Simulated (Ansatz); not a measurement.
# Run report: SnO2, geometry relaxation (part 2 of 3)

The same run, continued: SnO2 (slab, 24 atoms in the cell); DFT PBE, scalar-relativistic, plane waves, PAW, no spin polarisation (Ansatz 0.2.0); cutoff 420 eV, 3×2×1 k-mesh, Gaussian smearing of 0.05 eV. The structure derives from an entry of the Crystallography Open Database. The input holds or restrains some coordinates. Forces given for the steps count only the free coordinates. It belongs to a series of runs on one base structure; here: clean slab, lower planes held.

Geometry of the input (Å; fractional positions):
```
6.4760  0.0000  0.0000
0.0000  6.8274  0.0000
0.0000  0.0000  22.0545
O  0.0000  0.0000  0.3627
O  0.5000  0.0000  0.3627
Sn 0.0000  0.5000  0.4226
Sn 0.5000  0.5000  0.4226
Sn 0.2500  0.0000  0.4226
Sn 0.7500  0.0000  0.4226
O  0.2500  0.3066  0.4226
O  0.7500  0.3066  0.4226
O  0.2500  0.6934  0.4226
O  0.7500  0.6934  0.4226
O  0.0000  0.0000  0.4825
O  0.5000  0.0000  0.4825
O  0.0000  0.5000  0.5175
O  0.5000  0.5000  0.5175
Sn 0.0000  0.0000  0.5774
Sn 0.5000  0.0000  0.5774
Sn 0.2500  0.5000  0.5774
Sn 0.7500  0.5000  0.5774
O  0.2500  0.8066  0.5774
O  0.7500  0.8066  0.5774
O  0.2500  0.1934  0.5774
O  0.7500  0.1934  0.5774
O  0.0000  0.5000  0.6373
O  0.5000  0.5000  0.6373
```

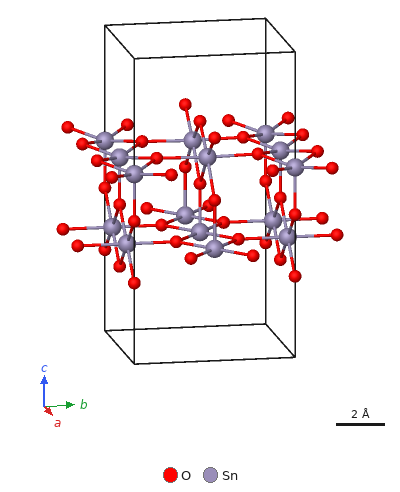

**Figure 1.** The geometry at step 3 of the log (ball-and-stick view of the cell of the calculation, with the vacuum cut short, seen slightly off an axis; bonded neighbours outside the cell are drawn too).

The program's output, continued:
```
SCF iter   1: F=—  HF=-57265.692595 eV  |F-HF|=—  |Δ(HF+E_count)|=         —  Δρ=1.07e-2  dr2=8.56e-1  ethr=4.09e-4  p=0.000 e·Å  D=6.52e-6 V/Å  ΔV_dip=-0.00 eV  dr2_dipole=3.26e-2  V_vac-E_F(+/−)=6.65/6.65 eV  ⟨swp⟩=1.2  Hψ=1900  notcnv=0  defer=75
efield: sawtooth ramp at fractional position 0.9800 (handed on by an earlier solve), width 0.0400; the density the first Hamiltonian is built on has a dipole p = 0.000 e·Å; the dipole correction subtracts the counter field D = 6.52e-6 V/Å, which shifts the + side's vacuum level by -0.00 eV against the − side's; the planar-averaged density in the ramp window peaks in size at 1.6e-6 e/Å³
preconditioner: auto → Resta (q_TF=auto, 2.109 Å⁻¹)  ε∞=1.9  [insulator: Δε(μ)=0.365 eV  Ē_g=17.909 eV  σ=0.050 eV  W_gap=1.00  n_scr=146 (ndim 8)  ℏωp=17.1 eV  f_vac=0.650  D(μ)=0.00/eV (n_scr^D=0)  ε∞_Penn≈1.9  vacuum switching on, ρ_ref=2.3e-2 e/Å³]
SCF iter   2: F=—  HF=-57265.473297 eV  |F-HF|=—  |Δ(HF+E_count)|=   2.19e-1  Δρ=5.54e-3  dr2=1.84e-1  ethr=4.09e-4  p=-0.155 e·Å  D=-2.87e-2 V/Å  ΔV_dip=0.63 eV  dr2_dipole=9.97e-3  V_vac-E_F(+/−)=7.09/6.46 eV  ⟨swp⟩=2.8  Hψ=673  notcnv=0  defer=75
SCF iter   3: F=—  HF=-57265.457017 eV  |F-HF|=—  |Δ(HF+E_count)|=   1.63e-2  Δρ=3.75e-3  dr2=1.56e-1  ethr=8.83e-5  p=-0.050 e·Å  D=-9.33e-3 V/Å  ΔV_dip=0.21 eV  dr2_dipole=1.92e-2  V_vac-E_F(+/−)=6.82/6.61 eV  ⟨swp⟩=2.0  Hψ=816  notcnv=0  defer=76
SCF iter   4: F=—  HF=-57265.440198 eV  |F-HF|=—  |Δ(HF+E_count)|=   1.68e-2  Δρ=2.05e-3  dr2=4.99e-2  ethr=7.48e-5  p=-0.125 e·Å  D=-2.32e-2 V/Å  ΔV_dip=0.51 eV  dr2_dipole=4.51e-3  V_vac-E_F(+/−)=7.03/6.52 eV  ⟨swp⟩=2.0  Hψ=664  notcnv=0  defer=76
SCF iter   5: F=—  HF=-57265.433012 eV  |F-HF|=—  |Δ(HF+E_count)|=   7.19e-3  Δρ=5.14e-4  dr2=1.46e-3  ethr=2.40e-5  p=-0.103 e·Å  D=-1.92e-2 V/Å  ΔV_dip=0.42 eV  dr2_dipole=8.95e-6  V_vac-E_F(+/−)=7.02/6.59 eV  ⟨swp⟩=2.2  Hψ=647  notcnv=0  defer=72
SCF iter   6: F=—  HF=-57265.433120 eV  |F-HF|=—  |Δ(HF+E_count)|=   1.08e-4  Δρ=1.71e-4  dr2=1.95e-4  ethr=7.02e-7  p=-0.104 e·Å  D=-1.92e-2 V/Å  ΔV_dip=0.42 eV  dr2_dipole=4.69e-6  V_vac-E_F(+/−)=7.02/6.59 eV  ⟨swp⟩=2.0  Hψ=646  notcnv=0  defer=72
SCF iter   7: F=—  HF=-57265.433177 eV  |F-HF|=—  |Δ(HF+E_count)|=   5.71e-5  Δρ=1.03e-4  dr2=1.24e-4  ethr=9.38e-8  p=-0.102 e·Å  D=-1.89e-2 V/Å  ΔV_dip=0.42 eV  dr2_dipole=3.76e-6  V_vac-E_F(+/−)=7.01/6.60 eV  ⟨swp⟩=2.2  Hψ=733  notcnv=0  defer=72
SCF iter   8: F=-57265.433175 eV  HF=-57265.433173 eV  |F-HF|=1.58e-6  |Δ(HF+E_count)|=   3.86e-6  Δρ=3.63e-5  dr2=6.75e-6  ethr=4.81e-8  p=-0.103 e·Å  D=-1.91e-2 V/Å  ΔV_dip=0.42 eV  dr2_dipole=4.22e-8  V_vac-E_F(+/−)=7.01/6.59 eV  ⟨swp⟩=26.0  Hψ=6118  notcnv=0
SCF 2 converged in 8 iterations: F = -57265.433175 eV  dr2 = 6.75e-6
  greatest PAW one-centre occupation: 0.996 electrons in one spin orbital (limit 2), on the Sn atom at site 15 (counted from 0), in its partial waves of l = 2
relax step   2: F+E_penalty+E_count = -57265.43317469 eV  Δ(F+E_penalty+E_count) = -9.174e-1 eV  max|allowed force component| = 9.178e-1 eV/Å  Δτ_max = 0.1771 Å  (8 SCF iters, dr2 threshold 1.00e-4 eV, accepted)
SCF iter   1: F=—  HF=-57265.522196 eV  |F-HF|=—  |Δ(HF+E_count)|=         —  Δρ=2.66e-3  dr2=5.80e-2  ethr=2.09e-4  p=-0.103 e·Å  D=-1.91e-2 V/Å  ΔV_dip=0.42 eV  dr2_dipole=2.04e-3  V_vac-E_F(+/−)=7.04/6.62 eV  ⟨swp⟩=3.8  Hψ=1009  notcnv=0  defer=72
efield: sawtooth ramp at fractional position 0.9800 (handed on by an earlier solve), width 0.0400; the density the first Hamiltonian is built on has a dipole p = -0.103 e·Å; the dipole correction subtracts the counter field D = -1.91e-2 V/Å, which shifts the + side's vacuum level by +0.42 eV against the − side's; the planar-averaged density in the ramp window peaks in size at 1.7e-6 e/Å³
preconditioner: auto → Resta (q_TF=auto, 2.109 Å⁻¹)  ε∞=1.9  [insulator: Δε(μ)=0.465 eV  Ē_g=17.965 eV  σ=0.050 eV  W_gap=1.00  n_scr=146 (ndim 8)  ℏωp=17.1 eV  f_vac=0.652  D(μ)=0.00/eV (n_scr^D=0)  ε∞_Penn≈1.9  vacuum switching on, ρ_ref=2.3e-2 e/Å³]
SCF iter   2: F=—  HF=-57265.502962 eV  |F-HF|=—  |Δ(HF+E_count)|=   1.92e-2  Δρ=1.11e-3  dr2=8.24e-3  ethr=2.79e-5  p=-0.058 e·Å  D=-1.07e-2 V/Å  ΔV_dip=0.24 eV  dr2_dipole=2.74e-7  V_vac-E_F(+/−)=6.87/6.63 eV  ⟨swp⟩=2.0  Hψ=817  notcnv=0  defer=72
SCF iter   3: F=—  HF=-57265.501130 eV  |F-HF|=—  |Δ(HF+E_count)|=   1.83e-3  Δρ=6.30e-4  dr2=3.01e-3  ethr=3.96e-6  p=-0.057 e·Å  D=-1.06e-2 V/Å  ΔV_dip=0.23 eV  dr2_dipole=1.34e-6  V_vac-E_F(+/−)=6.86/6.63 eV  ⟨swp⟩=2.0  Hψ=658  notcnv=0  defer=72
SCF iter   4: F=—  HF=-57265.500621 eV  |F-HF|=—  |Δ(HF+E_count)|=   5.09e-4  Δρ=2.58e-4  dr2=5.57e-4  ethr=1.45e-6  p=-0.058 e·Å  D=-1.08e-2 V/Å  ΔV_dip=0.24 eV  dr2_dipole=3.59e-5  V_vac-E_F(+/−)=6.86/6.62 eV  ⟨swp⟩=2.0  Hψ=660  notcnv=0  defer=72
SCF iter   5: F=—  HF=-57265.500558 eV  |F-HF|=—  |Δ(HF+E_count)|=   6.29e-5  Δρ=9.52e-5  dr2=7.83e-5  ethr=2.68e-7  p=-0.054 e·Å  D=-1.01e-2 V/Å  ΔV_dip=0.22 eV  dr2_dipole=7.81e-6  V_vac-E_F(+/−)=6.85/6.62 eV  ⟨swp⟩=2.2  Hψ=658  notcnv=0  defer=72
SCF iter   6: F=-57265.500546 eV  HF=-57265.500556 eV  |F-HF|=1.00e-5  |Δ(HF+E_count)|=   2.02e-6  Δρ=4.73e-5  dr2=1.70e-5  ethr=2.53e-8  p=-0.056 e·Å  D=-1.03e-2 V/Å  ΔV_dip=0.23 eV  dr2_dipole=6.97e-7  V_vac-E_F(+/−)=6.85/6.62 eV  ⟨swp⟩=25.2  Hψ=6230  notcnv=0
SCF 3 converged in 6 iterations: F = -57265.500546 eV  dr2 = 1.70e-5
relax step   3: F+E_penalty+E_count = -57265.50054588 eV  Δ(F+E_penalty+E_count) = -6.737e-2 eV  max|allowed force component| = 7.837e-2 eV/Å  Δτ_max = 0.0416 Å  (6 SCF iters, dr2 threshold 5.26e-5 eV, accepted)
SCF iter   1: F=—  HF=-57265.501821 eV  |F-HF|=—  |Δ(HF+E_count)|=         —  Δρ=4.64e-4  dr2=1.47e-3  ethr=7.49e-6  p=-0.056 e·Å  D=-1.03e-2 V/Å  ΔV_dip=0.23 eV  dr2_dipole=3.05e-7  V_vac-E_F(+/−)=6.85/6.62 eV  ⟨swp⟩=2.0  Hψ=892  notcnv=0  defer=48
efield: sawtooth ramp at fractional position 0.9800 (handed on by an earlier solve), width 0.0400; the density the first Hamiltonian is built on has a dipole p = -0.056 e·Å; the dipole correction subtracts the counter field D = -1.03e-2 V/Å, which shifts the + side's vacuum level by +0.23 eV against the − side's; the planar-averaged density in the ramp window peaks in size at 1.8e-6 e/Å³
preconditioner: auto → Resta (q_TF=auto, 2.109 Å⁻¹)  ε∞=1.9  [insulator: Δε(μ)=0.465 eV  Ē_g=17.952 eV  σ=0.050 eV  W_gap=1.00  n_scr=146 (ndim 8)  ℏωp=17.1 eV  f_vac=0.651  D(μ)=0.00/eV (n_scr^D=0)  ε∞_Penn≈1.9  vacuum switching on, ρ_ref=2.3e-2 e/Å³]
SCF iter   2: F=—  HF=-57265.501493 eV  |F-HF|=—  |Δ(HF+E_count)|=   3.28e-4  Δρ=2.55e-4  dr2=6.79e-4  ethr=7.05e-7  p=-0.056 e·Å  D=-1.03e-2 V/Å  ΔV_dip=0.23 eV  dr2_dipole=7.68e-5  V_vac-E_F(+/−)=6.85/6.63 eV  ⟨swp⟩=2.5  Hψ=797  notcnv=0  defer=49
SCF iter   3: F=—  HF=-57265.501429 eV  |F-HF|=—  |Δ(HF+E_count)|=   6.40e-5  Δρ=1.74e-4  dr2=3.39e-4  ethr=3.26e-7  p=-0.062 e·Å  D=-1.15e-2 V/Å  ΔV_dip=0.25 eV  dr2_dipole=3.99e-5  V_vac-E_F(+/−)=6.88/6.62 eV  ⟨swp⟩=2.0  Hψ=649  notcnv=0  defer=49
SCF iter   4: F=—  HF=-57265.501381 eV  |F-HF|=—  |Δ(HF+E_count)|=   4.79e-5  Δρ=6.18e-5  dr2=2.88e-5  ethr=1.63e-7  p=-0.060 e·Å  D=-1.11e-2 V/Å  ΔV_dip=0.24 eV  dr2_dipole=5.32e-9  V_vac-E_F(+/−)=6.87/6.62 eV  ⟨swp⟩=2.0  Hψ=645  notcnv=0  defer=49
SCF iter   5: F=—  HF=-57265.501170 eV  |F-HF|=—  |Δ(HF+E_count)|=   2.12e-4  Δρ=3.10e-5  dr2=6.25e-6  ethr=1.38e-8  p=-0.060 e·Å  D=-1.11e-2 V/Å  ΔV_dip=0.24 eV  dr2_dipole=1.07e-7  V_vac-E_F(+/−)=6.87/6.62 eV  ⟨swp⟩=2.0  Hψ=853  notcnv=0  defer=49
SCF iter   6: F=—  HF=-57265.501169 eV  |F-HF|=—  |Δ(HF+E_count)|=   2.55e-7  Δρ=1.15e-5  dr2=5.80e-7  ethr=3.01e-9  p=-0.060 e·Å  D=-1.11e-2 V/Å  ΔV_dip=0.24 eV  dr2_dipole=9.93e-10  V_vac-E_F(+/−)=6.87/6.62 eV  ⟨swp⟩=2.0  Hψ=647  notcnv=0  defer=49
SCF iter   7: F=-57265.501169 eV  HF=-57265.501169 eV  |F-HF|=1.17e-8  |Δ(HF+E_count)|=   1.03e-7  Δρ=3.48e-6  dr2=6.57e-8  ethr=4.81e-11  p=-0.060 e·Å  D=-1.11e-2 V/Å  ΔV_dip=0.24 eV  dr2_dipole=6.82e-10  V_vac-E_F(+/−)=6.87/6.62 eV  ⟨swp⟩=18.0  Hψ=4779  notcnv=0
SCF 4 converged in 7 iterations: F = -57265.501169 eV  dr2 = 6.57e-8
relax step   4: F+E_penalty+E_count = -57265.50116943 eV  Δ(F+E_penalty+E_count) = -6.235e-4 eV  max|allowed force component| = 2.216e-2 eV/Å  Δτ_max = 0.0089 Å  (7 SCF iters, accepted)
WARN: The output density's exchange-correlation potential varies sharply where the density is thin. Do not read a vacuum level from v_tot or v_xc, or from such a field of the output density. On a cell that repeats whose density bears no net charge and no dipole along the vacuum's axis use v_es (v_loc + v_h of the components); under efield.dipole_correction with no amplitude use v_es + v_field, which holds any external_charges[].barrier, or the levels of the report's work_function block, which leave it out; under a non-zero efield.amplitude the vacuum is tilted and has no level; on a cell that repeats and bears such a dipole with no correction it is tilted too, and efield.dipole_correction with no amplitude gives each side of its ramp a level where efield: is served; in a cell that repeats whose density bears a net charge (total_charge, or a fill off its count) it is curved and has none; of a slab under crystal.periodic whose density bears no net charge use v_es, which has a level on each side, short of where the two are joined; of another it falls or rises all the way out and has none; of a slab beside external_charges read slab_vacuum_level instead, which it has where they leave it neutral. The grid or the basis barely resolves most such structure, and the values can differ between equally converged runs; as a rule a tighter scf.convergence.dr2_threshold does not remove it. Where the density itself ripples (under the LDA too) a higher basis.ecutwfc lessens it. The files hold the spikes' plane waves up to the density's cutoff. Files: v_tot_of_output_density and the like, and their columns of v_z.tsv (output.write_potential); v_xc_of_output_density and the like, and their columns of v_comp_z.tsv (output.write_potential_components). Measured: with its Gaussian average of σ = 0.25 Å subtracted twice, the exchange-correlation potential is over 0.1 eV at 42 of the grid points where the equally averaged density (valence and model cores) is under 1e-3 e/Å³, and 0.212 eV at the most among them, at an averaged density of 1.1e-6 e/Å³. The input density's (outcome.potential() and, of a run that writes arrays, v_tot and v_xc) is over 0.1 eV, so measured, at 46 points of its own thin density, 0.225 eV at the most. See output.write_potential in the manual, Limitations
SCF converged after 7 iterations
Free energy (F): -57265.501169 eV
Harris-Foulkes:  -57265.501169 eV  (|F-HF|=1.17e-8)
Internal energy: -57265.501169 eV  (E = F + TS)
E sigma→0 (E₀):  -57265.501169 eV
Fermi energy:    -1.655256 eV
Dipole field:    D = -0.011067 V/Å  (p = -0.059641 e·Å, saw-weighted, corrected)
Work function:   Φ+ = 6.8678 eV   Φ− = 6.6238 eV
Levels:          The Fermi level and band energies are counted from a zero that moves with the ramp; work functions are not
--- Per-component energies (eV) ---
  E_band       = -2911.474516
  E_kinetic    = 4294.541027
  E_local      = -172977.765769  (includes V_loc(G=0)·N_el)
  E_nonlocal   = 531.866295
  E_hartree    = 85508.404029
  E_xc         = -4211.946994
  E_vxc        = -2243.354910  (∫ρ·V_xc dr)
  E_paw        = -35697.154611  (= ΣΔE_a)
  E_vpaw       = -3533.685664  (= ΣTr[D̂ρ^β])
  E_aug_tail   = 0.038703  (compensation charges beyond the density's cutoff)
  E_efield     = 0.000330  (sawtooth field / dipole correction)
  E_vefield    = 0.073260  (∫n·V_field dr)
  E_ewald      = 65286.515819
  E_smearing   = -0.000000  (= −TS)
  E_closure    = -0.000000  (closes the sum)
  Σ components = -57265.501169   (vs F -57265.501169, Δ=0.00e0)
--- Forces (eV/Å), atoms counted from 1 ---
  atom   1  O     -0.00000000     0.00000000     1.29873911
  atom   2  O     -0.00000000     0.00000000     1.29873911
  atom   3  Sn     0.00000000    -0.00000000     2.45284219
  atom   4  Sn     0.00000000    -0.00000000     2.45284219
  atom   5  Sn    -0.00000000    -0.00000000    -3.22893258
  atom   6  Sn     0.00000000    -0.00000000    -3.22893258
  atom   7  O     -0.00000000     1.07258193    -0.76506224
  atom   8  O     -0.00000000     1.07258193    -0.76506224
  atom   9  O     -0.00000000    -1.07258193    -0.76506224
  atom  10  O     -0.00000000    -1.07258193    -0.76506224
  atom  11  O     -0.00000000     0.00000000     1.01699202
  atom  12  O      0.00000000     0.00000000     1.01699202
  atom  13  O      0.00000000    -0.00000000     0.02215726
  atom  14  O      0.00000000    -0.00000000     0.02215726
  atom  15  Sn    -0.00000000     0.00000000    -0.00769373
  atom  16  Sn     0.00000000     0.00000000    -0.00769373
  atom  17  Sn     0.00000000    -0.00000000    -0.00962862
  atom  18  Sn    -0.00000000    -0.00000000    -0.00962862
  atom  19  O      0.00000000     0.01033659    -0.00020919
  atom  20  O     -0.00000000     0.01033659    -0.00020919
  atom  21  O      0.00000000    -0.01033659    -0.00020919
  atom  22  O     -0.00000000    -0.01033659    -0.00020919
  atom  23  O      0.00000000     0.00000000    -0.01406696
  atom  24  O     -0.00000000     0.00000000    -0.01406696
  max |Σ_I F_I| component: 2.68e-4 eV/Å
--- Band table (eV) ---
  k-point 0: bands = ["-23.9016", "-23.8515", "-23.7665", "-23.7319", "-23.4461", "-23.4159", "-23.2358", "-23.2321", "-23.2166", "-23.1987", "-23.1838", "-23.1349", "-23.1157", "-23.1032", "-23.0680", "-23.0667", "-23.0402", "-23.0345", "-22.9702", "-22.8705", "-22.7618", "-22.6721", "-22.5802", "-22.4785", "-22.4722", "-22.2389", "-22.1403", "-22.0869", "-22.0619", "-22.0593", "-22.0468", "-21.9712", "-21.9327", "-21.8949", "-21.8743", "-21.8544", "-21.8402", "-21.8397", "-21.7521", "-21.6725", "-20.9588", "-20.0745", "-19.9760", "-19.8917", "-19.7446", "-19.6066", "-19.3882", "-19.3715", "-18.6893", "-18.6882", "-18.3652", "-18.3241", "-17.7966", "-17.4720", "-16.8369", "-16.6996", "-9.9645", "-9.8526", "-9.7911", "-9.5880", "-9.2373", "-8.4836", "-7.6820", "-7.3585", "-6.9617", "-6.8410", "-6.5192", "-6.4746", "-6.2027", "-6.0107", "-5.9254", "-5.8657", "-5.6679", "-5.4494", "-5.4108", "-5.2294", "-5.1589", "-5.1585", "-4.9682", "-4.9153", "-4.8823", "-4.6999", "-4.3047", "-4.2015", "-4.1413", "-4.0880", "-4.0629", "-4.0547", "-4.0504", "-3.7547", "-3.7356", "-3.6999", "-3.5272", "-3.0826", "-3.0169", "-2.7127", "-2.6459", "-2.6237", "-2.4519", "-2.3956", "-2.2176", "-2.1474", "-1.9395", "-1.8947", "-1.4262", "-0.5736", "0.2541", "1.6430", "1.8087", "1.9579", "2.5924", "3.2275", "3.5155", "3.8641", "3.9789", "4.0244", "4.0549", "4.4188", "4.4625", "4.8484", "5.1089", "5.7635", "5.8583", "5.9212", "6.4027", "6.5668", "6.8683", "7.1579"]
```
